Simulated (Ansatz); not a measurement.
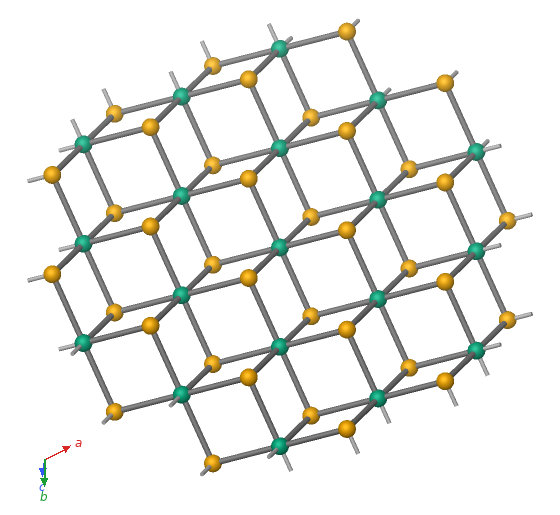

The picture shows a finite piece of the underlying net of a crystal structure, nodes on the atoms' positions. Nodes are coloured by topological kind. One layer is drawn. Short stubs are edges that leave the cut-out.

Q: Classify the net: periodicity, connectivity, name.

A: A binodal (3,6)-connected, two-periodic (layers) net. It is the kgd net, known from the layers of CdI2 (1T type).

Q: Give point symbol and coordination sequence of each kind of node.

A: 3-connected node: 4^3, sequence 3, 12, 9, 24, 15, 36; 6-connected node: 4^6.6^6.8^3, sequence 6, 6, 18, 12, 30, 18.

The net was derived as follows. PtS₂ (space group P-3m1, No. 164): the end point of a relaxation with DFT PBE+D3(BJ), scalar-relativistic, plane waves, PAW in Ansatz. Bonds are taken as Pt–S below 2.7 Å; no other contact counts. Atoms with one bond or none are removed and atoms with two bonds are replaced by edges, until no such atom is left. S is a 3-connected node; Pt is a 6-connected node, in the ratio 2:1.
